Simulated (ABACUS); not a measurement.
## Run report: Fe, band-structure run (part 2 of 3)

Continued. System: Fe (Im-3m, 1 atom in the cell). Method: Kohn-Sham DFT of a periodic cell, SCAN, SG15 ONCV 1.2 PBE, spin-polarised (ABACUS 3.10.1); cutoff 1360.57 eV, 10×10×10 k-mesh, fermi-dirac of 0.05 eV, collinear spins. The structure derives from an entry of the Crystallography Open Database.

Geometry of the input (Å; fractional positions):
```
-1.4430  1.4430  1.4430
1.4430  -1.4430  1.4430
1.4430  1.4430  -1.4430
Fe 0.0000  0.0000  0.0000
```

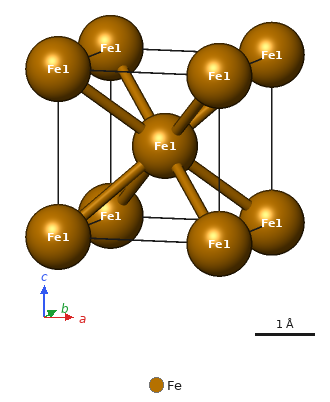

Figure 1. The structure as given in the input (ball-and-stick view of the cell 2 times as large as that of the calculation, set on its symmetry axes, seen slightly off an axis; atoms are numbered from 1 in the order of the input).

## The program's output, continued
```
----------------------------------------------------------
     Energy           Rydberg                 eV
----------------------------------------------------------
 E_KohnSham     -236.6545666294      -3219.8505638806
 E_Harris       -236.6547523150      -3219.8530902630
 E_Fermi        1.3322611680         18.1263431085
----------------------------------------------------------

 LCAO ALGORITHM --------------- ION=   1  ELEC=   8--------------------------------
          total magnetism (Bohr mag/cell) = 2.81066
       absolute magnetism (Bohr mag/cell) = 3.10993
                        nelec for spin up = 9.40533
                      nelec for spin down = 6.59467

 Density error is 0.000242581520265
----------------------------------------------------------
     Energy           Rydberg                 eV
----------------------------------------------------------
 E_KohnSham     -236.6546297885      -3219.8514232039
 E_Harris       -236.6574705081      -3219.8900731770
 E_Fermi        1.3331762006         18.1387927660
----------------------------------------------------------

 LCAO ALGORITHM --------------- ION=   1  ELEC=   9--------------------------------
          total magnetism (Bohr mag/cell) = 2.81059
       absolute magnetism (Bohr mag/cell) = 3.11035
                        nelec for spin up = 9.4053
                      nelec for spin down = 6.5947

 Density error is 9.30526541284e-05
----------------------------------------------------------
     Energy           Rydberg                 eV
----------------------------------------------------------
 E_KohnSham     -236.6546303290      -3219.8514305576
 E_Harris       -236.6553323770      -3219.8609824110
 E_Fermi        1.3331823536         18.1388764816
----------------------------------------------------------

 LCAO ALGORITHM --------------- ION=   1  ELEC=  10--------------------------------
          total magnetism (Bohr mag/cell) = 2.81057
       absolute magnetism (Bohr mag/cell) = 3.11089
                        nelec for spin up = 9.40528
                      nelec for spin down = 6.59472

 Density error is 9.56122349032e-05
----------------------------------------------------------
     Energy           Rydberg                 eV
----------------------------------------------------------
 E_KohnSham     -236.6546307888      -3219.8514368139
 E_Harris       -236.6547173889      -3219.8526150681
 E_Fermi        1.3332018781         18.1391421271
----------------------------------------------------------

 LCAO ALGORITHM --------------- ION=   1  ELEC=  11--------------------------------
          total magnetism (Bohr mag/cell) = 2.81059
       absolute magnetism (Bohr mag/cell) = 3.10997
                        nelec for spin up = 9.4053
                      nelec for spin down = 6.5947

 Density error is 3.87432245668e-05
----------------------------------------------------------
     Energy           Rydberg                 eV
----------------------------------------------------------
 E_KohnSham     -236.6546310307      -3219.8514401046
 E_Harris       -236.6544106775      -3219.8484420456
 E_Fermi        1.3330850435         18.1375525095
----------------------------------------------------------

 LCAO ALGORITHM --------------- ION=   1  ELEC=  12--------------------------------
          total magnetism (Bohr mag/cell) = 2.81058
       absolute magnetism (Bohr mag/cell) = 3.11009
                        nelec for spin up = 9.40529
                      nelec for spin down = 6.59471

 Density error is 9.6706960002e-06
----------------------------------------------------------
     Energy           Rydberg                 eV
----------------------------------------------------------
 E_KohnSham     -236.6546310278      -3219.8514400662
 E_Harris       -236.6547698354      -3219.8533286405
 E_Fermi        1.3330974993         18.1377219803
----------------------------------------------------------

 LCAO ALGORITHM --------------- ION=   1  ELEC=  13--------------------------------
          total magnetism (Bohr mag/cell) = 2.81058
       absolute magnetism (Bohr mag/cell) = 3.11004
                        nelec for spin up = 9.40529
                      nelec for spin down = 6.59471

 Density error is 2.72525380174e-06
----------------------------------------------------------
     Energy           Rydberg                 eV
----------------------------------------------------------
 E_KohnSham     -236.6546310297      -3219.8514400911
 E_Harris       -236.6545874587      -3219.8508472777
 E_Fermi        1.3330845439         18.1375457130
----------------------------------------------------------

 LCAO ALGORITHM --------------- ION=   1  ELEC=  14--------------------------------
          total magnetism (Bohr mag/cell) = 2.81058
       absolute magnetism (Bohr mag/cell) = 3.11004
                        nelec for spin up = 9.40529
                      nelec for spin down = 6.59471

 Density error is 5.0480242576e-07
----------------------------------------------------------
     Energy           Rydberg                 eV
----------------------------------------------------------
 E_KohnSham     -236.6546310301      -3219.8514400966
 E_Harris       -236.6546234357      -3219.8513367693
 E_Fermi        1.3330855122         18.1375588865
----------------------------------------------------------

 LCAO ALGORITHM --------------- ION=   1  ELEC=  15--------------------------------
          total magnetism (Bohr mag/cell) = 2.81058
       absolute magnetism (Bohr mag/cell) = 3.11004
                        nelec for spin up = 9.40529
                      nelec for spin down = 6.59471

 Density error is 2.96038696202e-07
----------------------------------------------------------
     Energy           Rydberg                 eV
----------------------------------------------------------
 E_KohnSham     -236.6546310305      -3219.8514401019
 E_Harris       -236.6546256632      -3219.8513670772
 E_Fermi        1.3330856259         18.1375604341
----------------------------------------------------------

 LCAO ALGORITHM --------------- ION=   1  ELEC=  16--------------------------------
          total magnetism (Bohr mag/cell) = 2.81058
       absolute magnetism (Bohr mag/cell) = 3.11003
                        nelec for spin up = 9.40529
                      nelec for spin down = 6.59471

 Density error is 7.67620064961e-08
----------------------------------------------------------
     Energy           Rydberg                 eV
----------------------------------------------------------
 E_KohnSham     -236.6546310307      -3219.8514401049
 E_KS(sigma->0) -236.6544886683      -3219.8495031654
 E_Harris       -236.6546279833      -3219.8513986428
 E_band         -18.1472486669       -246.9059848928
 E_one_elec     -97.8859521890       -1331.8067039261
 E_Hartree      57.1889334281        778.0953571649
 E_xc           -25.1310461502       -341.9254243435
 E_Ewald        -170.8262813948      -2324.2107951213
 E_entropy(-TS) -0.0002847247        -0.0038738789
 E_descf        0.0000000000         0.0000000000
 E_exx          0.0000000000         0.0000000000
 E_Fermi        1.3330856856         18.1375612460
----------------------------------------------------------

 charge density convergence is achieved
 final etot is -3219.8514401 eV
 EFERMI = 18.137561246 eV

 STATE ENERGY(eV) AND OCCUPATIONS    NSPIN == 2
SPIN UP :
 1/47 kpoint (Cartesian) = 0.0000 0.0000 0.0000 (353 pws)
       1       -73.9702     0.00100000
       2       -39.3631     0.00100000
       3       -39.3631     0.00100000
       4       -39.3631     0.00100000
       5        9.31051     0.00100000
       6        14.5024     0.00100000
       7        14.5024     0.00100000
       8        14.5024     0.00100000
       9        15.6764     0.00100000
      10        15.6764     0.00100000
      11        43.5761        0.00000
      12        43.5761        0.00000
      13        43.5761        0.00000
      14        50.6988        0.00000
      15        50.6988        0.00000
      16        50.6988        0.00000
      17        51.6935        0.00000
      18        51.6935        0.00000
      19        51.6935        0.00000
      20        61.3561        0.00000

 2/47 kpoint (Cartesian) = 0.034650 -0.034650 0.0000 (348 pws)
       1       -73.9641      0.0120000
       2       -39.3949      0.0120000
       3       -39.3739      0.0120000
       4       -39.3631      0.0120000
       5        9.71746      0.0120000
       6        14.4054      0.0120000
       7        14.4966      0.0120000
       8        14.7027      0.0120000
       9        15.5875      0.0120000
      10        15.6824      0.0120000
      11        40.9821        0.00000
      12        43.0673        0.00000
      13        43.1728        0.00000
      14        46.8841        0.00000
      15        47.6432        0.00000
      16        48.8980        0.00000
      17        53.1406        0.00000
      18        54.9575        0.00000
      19        56.0065        0.00000
      20        63.1779        0.00000

 3/47 kpoint (Cartesian) = 0.069300 -0.069300 0.0000 (347 pws)
       1       -73.9478      0.0120000
       2       -39.4777      0.0120000
       3       -39.4020      0.0120000
       4       -39.3629      0.0120000
       5        10.8284      0.0120000
       6        14.1571      0.0120000
       7        14.4619      0.0120000
       8        15.2524      0.0120000
       9        15.4899      0.0120000
      10        15.7071      0.0120000
      11        35.8840        0.00000
      12        40.9342        0.00000
      13        42.2405        0.00000
      14        43.3029        0.00000
      15        46.5313        0.00000
      16        49.0183        0.00000
      17        56.1724        0.00000
      18        56.8619        0.00000
      19        60.8223        0.00000
      20        67.8985        0.00000

 4/47 kpoint (Cartesian) = 0.10395 -0.10395 0.0000 (341 pws)
       1       -73.9276      0.0120000
       2       -39.5794      0.0120000
       3       -39.4367      0.0120000
       4       -39.3626      0.0120000
       5        12.0283      0.0120000
       6        13.8612      0.0120000
       7        14.8767      0.0120000
       8        15.5742      0.0120000
       9        15.7537      0.0120000
      10        15.9915      0.0120000
      11        31.0319        0.00000
      12        38.4424        0.00000
      13        40.4565        0.00000
      14        41.6729        0.00000
      15        45.9601        0.00000
      16        52.2621        0.00000
      17        55.8777        0.00000
      18        62.3569        0.00000
      19        65.6386        0.00000
      20        72.0485        0.00000

 5/47 kpoint (Cartesian) = 0.13860 -0.13860 0.0000 (345 pws)
       1       -73.9110      0.0120000
       2       -39.6615      0.0120000
       3       -39.4646      0.0120000
       4       -39.3624      0.0120000
       5        12.3309      0.0120000
       6        13.6302      0.0120000
       7        15.6453      0.0120000
       8        15.8040      0.0120000
       9        16.6506      0.0120000
      10        16.7635      0.0120000
      11        26.8161    4.99128e-78
      12        36.8770        0.00000
      13        38.5392        0.00000
      14        41.3987        0.00000
      15        45.8414        0.00000
      16        54.9077        0.00000
      17        57.3156        0.00000
      18        68.7488        0.00000
      19        70.4409        0.00000
      20        73.0975        0.00000

 6/47 kpoint (Cartesian) = 0.17325 0.17325 0.34650 (337 pws)
       1       -73.9047     0.00600000
       2       -39.6928     0.00600000
       3       -39.4752     0.00600000
       4       -39.3624     0.00600000
       5        12.3030     0.00600000
       6        13.5440     0.00600000
       7        15.7143     0.00600000
       8        15.8262     0.00600000
       9        16.9203     0.00600000
      10        18.2674    0.000416251
      11        24.5871    5.72464e-59
      12        36.3503        0.00000
      13        37.8490        0.00000
      14        41.3245        0.00000
      15        45.7476        0.00000
      16        54.2194        0.00000
      17        60.2386        0.00000
      18        72.1180        0.00000
      19        72.7084        0.00000
      20        73.2512        0.00000

[... levels at 88 further k points ...]

-------------------------------------------------
 Total Magnetism (uB)
-------------------------------------------------
                        Fe1         2.8105755301
-------------------------------------------------

 correction force for each atom along direction 1 is 1.22359e-14
 correction force for each atom along direction 2 is -2.86690e-14
 correction force for each atom along direction 3 is 1.40744e-14
------------------------------------------------------------------------------------------
 TOTAL-FORCE (eV/Angstrom)
------------------------------------------------------------------------------------------
                       Fe1         0.0000000000         0.0000000000         0.0000000000
------------------------------------------------------------------------------------------

----------------------------------------------------------------
 TOTAL-STRESS (KBAR)
----------------------------------------------------------------
         2.4470843262        -0.0000000000         0.0000000000
         0.0000000000         2.4470843262        -0.0000000000
         0.0000000000        -0.0000000000         2.4470843262
----------------------------------------------------------------
 TOTAL-PRESSURE: 2.447084 KBAR

 --------------------------------------------
 !FINAL_ETOT_IS -3219.8514401048751097 eV
 --------------------------------------------
```

## Standard output
```
ABACUS v3.10.1

               Atomic-orbital Based Ab-initio Computation at UStc

 dft_functional readin is: scan
 dft_functional in pseudopot file is: PBE
 Please make sure this is what you need

%%%%%%%%%%%%%%%%%%%%%%%%%%%%%%%%%%%%%%%%%%%%%%%%%%%%%%%%%%%%%%%%%%%%%%%%%%%%%%%%%%%%%%%%%%%%%%%%%%%%%%%%%
 Warning: the number of valence electrons in pseudopotential > 8 for Fe: [Ar] 3d6 4s2
 Pseudopotentials with additional electrons can yield (more) accurate outcomes, but may be less efficient.
 If you're confident that your chosen pseudopotential is appropriate, you can safely ignore this warning.
%%%%%%%%%%%%%%%%%%%%%%%%%%%%%%%%%%%%%%%%%%%%%%%%%%%%%%%%%%%%%%%%%%%%%%%%%%%%%%%%%%%%%%%%%%%%%%%%%%%%%%%%%

 UNIFORM GRID DIM        : 32 * 32 * 32
 UNIFORM GRID DIM(BIG)   : 8 * 8 * 8
 ---------------------------------------------------------
 Self-consistent calculations for electrons
 ---------------------------------------------------------
 SPIN    KPOINTS         PROCESSORS  THREADS     NBASE
 2       94              4           4           26
 ---------------------------------------------------------
 Use Systematically Improvable Atomic bases
 ---------------------------------------------------------
 ELEMENT ORBITALS        NBASE       NATOM       XC
 Fe      3s2p2d1f-7au    26          1
 ---------------------------------------------------------
 Initial plane wave basis and FFT box
 ---------------------------------------------------------
 -------------------------------------------
 SELF-CONSISTENT :
 -------------------------------------------
 START CHARGE      : atomic
 ITER      TMAG       AMAG        ETOT/eV          EDIFF/eV         DRHO         DKIN     TIME/s
 GE1      2.66e+00   2.68e+00  -3.21860340e+03   0.00000000e+00   5.5583e-02   1.5104e+00   4.04
 GE2      2.82e+00   3.02e+00  -3.21911749e+03  -5.14091946e-01   3.4063e-02   1.1314e+00   3.83
 GE3      2.81e+00   3.05e+00  -3.21930390e+03  -1.86404228e-01   1.0428e-02   6.8405e-01   3.83
 GE4      2.81e+00   3.09e+00  -3.21970829e+03  -4.04397484e-01   6.1758e-03   3.1631e-01   3.89
 GE5      2.81e+00   3.12e+00  -3.21984526e+03  -1.36963140e-01   3.6383e-03   5.9585e-02   3.86
 GE6      2.81e+00   3.12e+00  -3.21984992e+03  -4.66681773e-03   1.7162e-03   2.1841e-03   3.92
 GE7      2.81e+00   3.10e+00  -3.21985056e+03  -6.41288250e-04   1.0209e-03   2.8197e-02   3.90
 GE8      2.81e+00   3.11e+00  -3.21985142e+03  -8.59323364e-04   2.4258e-04   1.8326e-03   3.92
 GE9      2.81e+00   3.11e+00  -3.21985143e+03  -7.35367362e-06   9.3053e-05   2.4899e-03   3.86
 GE10     2.81e+00   3.11e+00  -3.21985144e+03  -6.25625752e-06   9.5612e-05   1.0368e-03   3.87
 GE11     2.81e+00   3.11e+00  -3.21985144e+03  -3.29074982e-06   3.8743e-05   1.6373e-04   3.91
 GE12     2.81e+00   3.11e+00  -3.21985144e+03   3.83854971e-08   9.6707e-06   5.6508e-05   4.53
 GE13     2.81e+00   3.11e+00  -3.21985144e+03  -2.48661764e-08   2.7253e-06   6.3110e-05   3.97
 GE14     2.81e+00   3.11e+00  -3.21985144e+03  -5.52435613e-09   5.0480e-07   1.3295e-05   4.03
 GE15     2.81e+00   3.11e+00  -3.21985144e+03  -5.26024195e-09   2.9604e-07   9.9150e-06   4.02
 GE16     2.81e+00   3.11e+00  -3.21985144e+03  -2.97950189e-09   7.6762e-08   9.9158e-06   4.02
----------------------------------------------------------------
 TOTAL-STRESS (KBAR)
----------------------------------------------------------------
         2.4470843262        -0.0000000000         0.0000000000
         0.0000000000         2.4470843262        -0.0000000000
         0.0000000000        -0.0000000000         2.4470843262
----------------------------------------------------------------
 TOTAL-PRESSURE: 2.447084 KBAR
```

## File mulliken.txt
```
 0
CALCULATE THE MULLIkEN ANALYSIS FOR EACH ATOM
 Total charge of spin 1:	9.405
 Total charge of spin 2:	6.595
 Total charge:	16
Decomposed Mulliken populations
0                             Zeta of Fe              Spin 1              Spin 2                 Sum                Diff
s                                      0              0.9974              0.9986              1.9960             -0.0012
s                                      1              0.2839              0.2423              0.5262              0.0417
s                                      2              0.0219              0.0359              0.0578             -0.0140
SUM OVER M+Zeta                                       1.3032              1.2767              2.5800              0.0265

pz                                     0              1.0001              0.9973              1.9974              0.0029
px                                     0              1.0003              0.9956              1.9959              0.0047
py                                     0              1.0002              0.9974              1.9976              0.0028
SUM OVER M                                            3.0006              2.9902              5.9909              0.0104
pz                                     1              0.0354              0.0361              0.0715             -0.0007
px                                     1              0.1266              0.1792              0.3058             -0.0526
py                                     1              0.0796              0.1108              0.1904             -0.0312
SUM OVER M                                            0.2416              0.3262              0.5678             -0.0846
SUM OVER M+Zeta                                       3.2422              3.3164              6.5586             -0.0742
```
